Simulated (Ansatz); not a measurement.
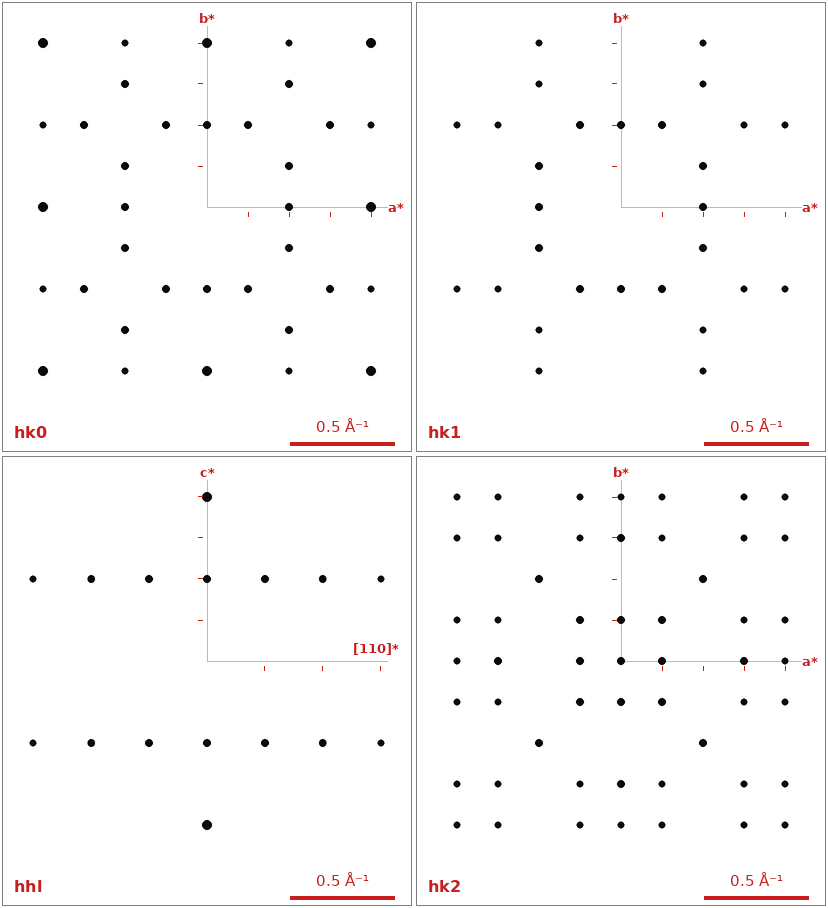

Four undistorted layers of reciprocal space, calculated for a single crystal (neutrons, kinematic |F|², B = 0.5 Å²). Tick marks count the reciprocal lattice steps of the conventional cell along each axis.

The compound is W. Structure: the input geometry of an electronic-structure calculation (not necessarily at equilibrium).

### What cell do the layers give?

a* = 0.198, b* = 0.198, c* = 0.198 Å⁻¹; the cell is cubic with a = 5.05 Å.

### Which reflection conditions do the layers show?

Reflections are present only under these conditions. hkl: no condition; hk0: no condition; hhl: l = 2n; h00: h = 2n. The lattice is primitive (P). Further gaps, such as 0 4 1, 4 0 1, 1 4 0, come from atoms on special positions, not from the group's general conditions. A few very weak reflections are below the display threshold.

### Which space groups fit?

The intensities have Laue symmetry m-3m (the hk0 layer shows 4mm, hk1 shows 4mm). With these conditions the candidates are P-43n (No. 218), Pm-3n (No. 223). Diffraction geometry alone does not choose among them; the structure has Pm-3n.
